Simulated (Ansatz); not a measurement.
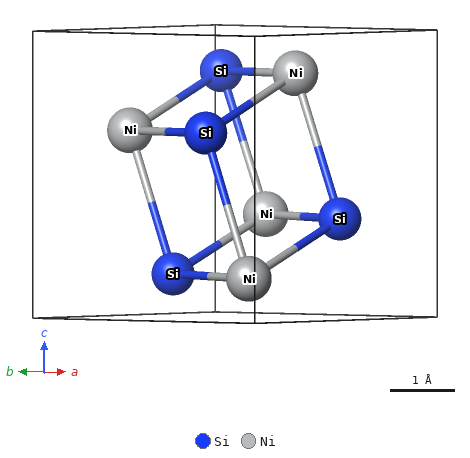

Figure 1. The structure (ball-and-stick view of the cell of the calculation, seen at an oblique angle).

**NiSi: single-point calculation**

The run: single-point calculation of NiSi (8 atoms in the cell). Method and program: DFT r2SCAN, scalar-relativistic, plane waves, PAW, no spin polarisation (Ansatz 0.2.0).

The structure derives from a Materials Project entry.

## The input
```yaml
crystal:
  lattice:
    - [4.503694, 0.0, 0.0]
    - [0.0, 4.503694, 0.0]
    - [0.0, 0.0, 4.503694]
  atoms:
    - { symbol: Si, position: [0.65317, 0.15317, 0.34683] }
    - { symbol: Si, position: [0.15317, 0.34683, 0.65317] }
    - { symbol: Si, position: [0.34683, 0.65317, 0.15317] }
    - { symbol: Si, position: [0.84683, 0.84683, 0.84683] }
    - { symbol: Ni, position: [0.350496, 0.850496, 0.649504] }
    - { symbol: Ni, position: [0.850496, 0.649504, 0.350496] }
    - { symbol: Ni, position: [0.649504, 0.350496, 0.850496] }
    - { symbol: Ni, position: [0.149504, 0.149504, 0.149504] }
basis:
  ecutwfc: 500
kpoints:
  mp_grid: { grid: [4, 4, 4] }
hamiltonian:
  xc: r2scan
scf:
  occupations: { method: gaussian, width: 0.1 }
output:
  forces: true
  stress: true
  eigenvalues: true
```

Run as:
```bash
ansatz run input.yaml --threads 4 --pin off --max-ram 10240MiB --backend cpu --events-out ev --progress --plain --runs-dir out
```

## Output
```
Engine: ansatz 0.2.0, x86_64-unknown-linux-gnu
Pseudopotentials: kind: paw
Pseudopotential: Si, paw, valence charge 4, recommended cutoff 500 eV (meta_gga), Si.paw.azcp
Pseudopotential: Ni, paw, valence charge 18, recommended cutoff 500 eV (meta_gga), Ni.paw.azcp
Functional definition: r2SCAN
  parameter k0 = 0.174
  parameter k1 = 0.065
  parameter a1 = 4.9479
  exchange = r2scan_x(k0 = k0, k1 = k1, a1 = a1)
  correlation = r2scan_c
Crystal: 8 atoms, lattice volume = 91.350 Å³
Basis set: ecut = 500 eV, 2325 PW (Γ), exchange–correlation on 144×144×144 points (64 copies of the dense FFT grid, shifted against one another)
Bands: 53, of which v1, the nominal top of the filled ones, is band 44 counted from 1 (43 counted from 0)
Symmetry: 12 space group operations
Space group: P213 (ITA 198), of the structure as read, at distance tolerance 4.5e-5 Å
k-points: 11 of 64 (time reversal used)
Non-local potential: Si, projectors of the file, l = 0: 2, l = 1: 2, l = 2: 2
Non-local potential: Ni, projectors of the file, l = 0: 3, l = 1: 2, l = 2: 3, l = 3: 1
PAW form: soft (Blöchl's): semilocal exchange-correlation on the pseudo side does not see the compensation charge
PAW frozen core: Si, regenerated for the run's functional (the file was generated under x = pbe(κ = 0.804, μ = 0.2195149727645171), c = pbe(β = 0.06672455060314922))
PAW frozen core: Ni, regenerated for the run's functional (the file was generated under x = pbe(κ = 0.804, μ = 0.2195149727645171), c = pbe(β = 0.06672455060314922))
PAW one-centre angular grid: Si, 302 points (default); XC on 160 Gauss nodes
PAW one-centre angular grid: Ni, 590 points (default); XC on 160 Gauss nodes
Initial density: superposition of atomic densities (neutral atoms: chi_scale 0, normalization atom), corrected by the library's trained network
Initial wavefunctions: pseudopotential atomic-orbital guess
Functional: x = r2scan, c = r2scan; τ floored in thin density (d = 2e-4 eV/Å³)
SCF iter   1: F=—  HF=-25940.057933 eV  |F-HF|=—  |Δ(HF+E_count)|=         —  Δρ=2.87e-2  dr2=6.14e-1  dr2_τ=2.28e-1  ethr=1.77e-3  ⟨swp⟩=7.1  Hψ=2325  notcnv=0  defer=1
preconditioner: auto → Kerker (q_TF=auto, 2.711 Å⁻¹)  [metal: Δε(μ)=0.024 eV  Ē_g=7.579 eV  σ=0.100 eV  W_gap=0.13  n_scr=26 (ndim 8)  ℏωp=29.1 eV  f_vac=0.000  D(μ)=4.52/eV (n_scr^D=32)]
SCF iter   2: F=—  HF=-25940.337677 eV  |F-HF|=—  |Δ(HF+E_count)|=   2.80e-1  Δρ=2.03e-2  dr2=1.90e-1  dr2_τ=3.30e-3  ethr=6.98e-4  ⟨swp⟩=2.8  Hψ=1091  notcnv=0  defer=28
SCF iter   3: F=—  HF=-25940.298245 eV  |F-HF|=—  |Δ(HF+E_count)|=   3.94e-2  Δρ=8.26e-3  dr2=5.49e-2  dr2_τ=1.38e-4  ethr=2.16e-4  ⟨swp⟩=2.9  Hψ=1083  notcnv=0  defer=28
SCF iter   4: F=—  HF=-25940.290933 eV  |F-HF|=—  |Δ(HF+E_count)|=   7.31e-3  Δρ=2.30e-3  dr2=2.99e-3  dr2_τ=4.89e-5  ethr=6.23e-5  ⟨swp⟩=1.8  Hψ=719  notcnv=0  defer=28
SCF iter   5: F=—  HF=-25940.290798 eV  |F-HF|=—  |Δ(HF+E_count)|=   1.35e-4  Δρ=8.74e-4  dr2=4.72e-4  dr2_τ=1.34e-5  ethr=3.40e-6  ⟨swp⟩=2.0  Hψ=906  notcnv=0  defer=28
SCF iter   6: F=—  HF=-25940.290745 eV  |F-HF|=—  |Δ(HF+E_count)|=   5.29e-5  Δρ=6.50e-4  dr2=1.92e-4  dr2_τ=1.00e-6  ethr=5.37e-7  ⟨swp⟩=2.0  Hψ=865  notcnv=0  defer=28
SCF iter   7: F=—  HF=-25940.290764 eV  |F-HF|=—  |Δ(HF+E_count)|=   1.89e-5  Δρ=2.27e-4  dr2=2.23e-5  dr2_τ=1.87e-7  ethr=2.18e-7  ⟨swp⟩=1.5  Hψ=713  notcnv=0  defer=28
SCF iter   8: F=—  HF=-25940.290749 eV  |F-HF|=—  |Δ(HF+E_count)|=   1.43e-5  Δρ=6.18e-5  dr2=2.20e-6  dr2_τ=1.21e-8  ethr=2.53e-8  ⟨swp⟩=2.5  Hψ=948  notcnv=0  defer=28
SCF iter   9: F=—  HF=-25940.290749 eV  |F-HF|=—  |Δ(HF+E_count)|=   8.13e-9  Δρ=2.33e-5  dr2=2.83e-7  dr2_τ=1.84e-9  ethr=2.51e-9  ⟨swp⟩=2.3  Hψ=896  notcnv=0  defer=28
SCF iter  10: F=-25940.290749 eV  HF=-25940.290749 eV  |F-HF|=5.61e-9  |Δ(HF+E_count)|=   1.97e-8  Δρ=3.65e-6  dr2=9.37e-9  dr2_τ=3.97e-11  ethr=1.14e-10  ⟨swp⟩=10.9  Hψ=2748  notcnv=0
SCF 1 converged in 10 iterations: F = -25940.290749 eV  dr2 = 9.37e-9
  greatest PAW one-centre occupation: 1.001 electrons in one spin orbital (limit 2), on the Ni atom at site 7 (counted from 0), in its partial waves of l = 1
```

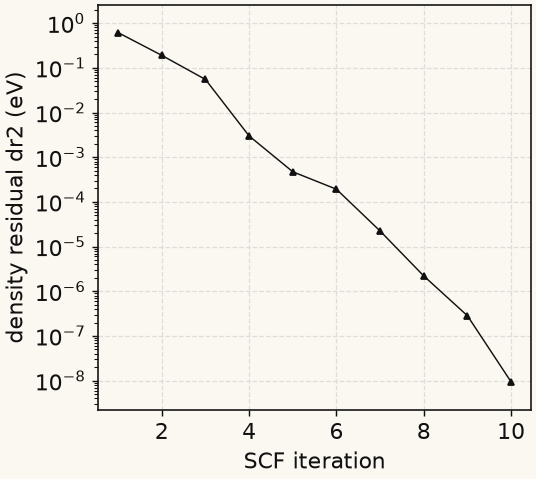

Figure 2. Convergence of the self-consistent field: density residual dr2 against the SCF iteration. The residual falls at every step.

```
SCF converged after 10 iterations
Free energy (F): -25940.290749 eV
Harris-Foulkes:  -25940.290749 eV  (|F-HF|=5.61e-9)
Internal energy: -25940.268233 eV  (E = F + TS)
E sigma→0 (E₀):  -25940.279491 eV
Entropy (-TS):   -0.022516 eV (-2.815 meV/atom)
Fermi energy:    16.477153 eV
--- Per-component energies (eV) ---
  E_band       = -1285.242646
  E_kinetic    = 1313.887192
  E_local      = -17361.066508  (includes V_loc(G=0)·N_el)
  E_nonlocal   = 2664.215437
  E_hartree    = 7503.951380
  E_xc         = -529.261506
  E_vxc        = -681.621393  (∫ρ·V_xc dr)
  E_paw        = -8665.218353  (= ΣΔE_a)
  E_vpaw       = -2273.059843  (= ΣTr[D̂ρ^β])
  E_aug_tail   = 0.000935  (compensation charges beyond the density's cutoff)
  E_vtau       = 44.515297  (kinetic-family band-sum trace: ∫τ·v_τ [+ j·A + Jᵃ·Aᵃ] dr)
  E_ewald      = -10865.270803
  E_core_change = -1.506006  (= ΣΔE_core)
  E_smearing   = -0.022516  (= −TS)
  E_closure    = 0.000000  (closes the sum)
  Σ components = -25940.290749   (vs F -25940.290749, Δ=0.00e0)
--- Forces (eV/Å), atoms counted from 1 ---
  atom   1  Si     0.00360620     0.00360620    -0.00360620
  atom   2  Si     0.00360620    -0.00360620     0.00360620
  atom   3  Si    -0.00360620     0.00360620     0.00360620
  atom   4  Si    -0.00360620    -0.00360620    -0.00360620
  atom   5  Ni     0.02328517     0.02328517    -0.02328517
  atom   6  Ni     0.02328517    -0.02328517     0.02328517
  atom   7  Ni    -0.02328517     0.02328517     0.02328517
  atom   8  Ni    -0.02328517    -0.02328517    -0.02328517
  max |Σ_I F_I| component: 3.12e-17 eV/Å
--- Stress (GPa, compression-positive) ---
       -5.081328       0.000000       0.000000
        0.000000      -5.081328       0.000000
        0.000000       0.000000      -5.081328
  P = ⅓ Tr σ = -5.0813 GPa (-50.813 kbar)
--- Band table (eV; the first three rows and the last of 11) ---
  k-point 0: bands = ["-91.4602", "-91.4551", "-91.4551", "-91.4551", "-50.4937", "-50.4937", "-50.4937", "-50.4733", "-50.3615", "-50.3615", "-50.3615", "-50.3426", "-50.3426", "-50.3351", "-50.3351", "-50.3351", "1.4178", "7.1465", "7.1465", "7.1465", "9.7526", "9.7526", "9.7526", "11.5428", "11.5428", "11.5428", "12.1665", "12.1665", "12.1944", "12.5251", "12.5251", "12.5251", "12.8906", "12.8906", "12.8906", "13.9831", "13.9831", "13.9831", "14.0765", "14.0765", "14.7191", "14.7191", "14.7191", "17.5100", "17.5100", "17.5100", "17.7917", "17.7917", "18.4717", "18.4717", "18.4717", "20.0545", "21.1788"]
  k-point 1: bands = ["-91.4596", "-91.4564", "-91.4549", "-91.4545", "-50.4964", "-50.4946", "-50.4881", "-50.4756", "-50.3667", "-50.3641", "-50.3533", "-50.3420", "-50.3399", "-50.3375", "-50.3373", "-50.3343", "1.8871", "5.2554", "7.4659", "8.1889", "9.2155", "9.9635", "10.3410", "10.9039", "11.0459", "11.7653", "12.2335", "12.2554", "12.4882", "12.5290", "12.5529", "12.6017", "12.7956", "12.8766", "13.1770", "13.6400", "13.8242", "13.9860", "14.1138", "14.1792", "14.5065", "14.5534", "15.5582", "16.4741", "16.4937", "16.6486", "17.2425", "18.5643", "19.0172", "19.0437", "19.8395", "20.5681", "21.0167"]
  k-point 2: bands = ["-91.4582", "-91.4582", "-91.4546", "-91.4546", "-50.4962", "-50.4962", "-50.4813", "-50.4813", "-50.3673", "-50.3673", "-50.3447", "-50.3447", "-50.3396", "-50.3396", "-50.3360", "-50.3360", "3.2422", "3.2422", "8.2650", "8.2650", "9.5797", "9.5797", "10.1962", "10.1962", "11.6364", "11.6364", "12.1287", "12.1287", "12.4025", "12.4025", "12.6043", "12.6043", "13.0231", "13.0231", "13.2803", "13.2803", "13.8593", "13.8593", "14.1894", "14.1894", "14.3245", "14.3245", "15.7319", "15.7319", "16.2260", "16.2260", "19.2927", "19.2927", "19.4535", "19.4535", "20.0621", "20.0621", "21.0440"]
  k-point 10: bands = ["-91.4563", "-91.4563", "-91.4563", "-91.4563", "-50.4890", "-50.4890", "-50.4890", "-50.4890", "-50.3596", "-50.3596", "-50.3596", "-50.3596", "-50.3340", "-50.3340", "-50.3340", "-50.3340", "5.8003", "5.8003", "5.8003", "5.8003", "8.2637", "8.2637", "8.2637", "8.2637", "12.1835", "12.1835", "12.1835", "12.1835", "12.4462", "12.4462", "12.4462", "12.4462", "13.6474", "13.6474", "13.6474", "13.6474", "13.6749", "13.6749", "13.6749", "13.6749", "14.5226", "14.5226", "14.5226", "14.5226", "20.9326", "20.9326", "20.9326", "20.9326", "21.1577", "21.1577", "21.1577", "21.1577", "23.2147"]
```

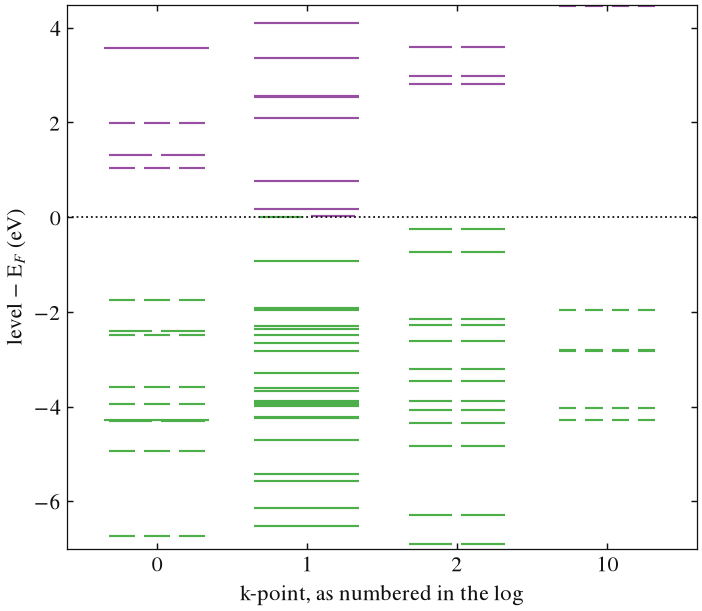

Figure 3. Kohn–Sham levels near the Fermi level (dotted) at the few k-points that the log prints; levels within 0.02 eV of each other stand side by side. The system is metallic on the full mesh.

## Results in brief

- outcome: converged
- space group (tolerance 0.01 Å): P2₁3 (198)
- electrons treated: 88
- free energy: −25940.2907 eV
- Fermi energy: 16.477 eV
- gap on the k-point mesh: none (metallic)
- pressure: −5.08 GPa
- largest force (length of the vector): 0.040 eV/Å
- hardware: 4 threads of Intel Xeon @ 2.70GHz, 189 GiB of memory available, shared host
- wall time: 5.2 s (CPU time 17 s)
- peak memory: 0.58 GiB

## Notes

The run has no spin polarisation, so a magnetic state may lie lower. The cell is under a tension of 5.1 GPa at this level, so it is not at its equilibrium volume.
